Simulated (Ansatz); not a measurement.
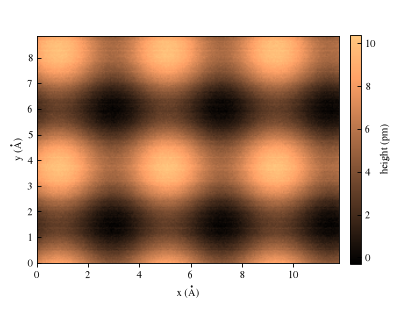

Simulated STM image (constant-current image at a set point of 3.6 × 10⁻⁵ e/Å³, sample bias +1.40 V). Noise was added.

The STM signal is simulated in the Tersoff–Hamann approximation. Zero bias is put in the middle of the gap by convention. Bias windows are sharp sums over the levels of the k mesh.

Q: What is the lattice of this pattern?

A: The pattern repeats on a rectangular lattice with shortest vectors of 4.3 Å and 4.5 Å at 90°, a cell of 19.3 Å².

The surface:

Monolayer SnSe. The brightest spots lie over the top Sn atoms; the darkest points are over the top Se atoms. So weak a contrast (10 pm) depends on the k-mesh and on the tip.

The calculation used DFT PBE+D3(BJ), scalar-relativistic, plane waves, PAW (Ansatz). Cutoff 420 eV, 20 × 19 k-points, Gaussian smearing 0.05 eV, dipole correction. No spin polarisation. Spin–orbit coupling is left out; with Sn it can shift levels and gaps.
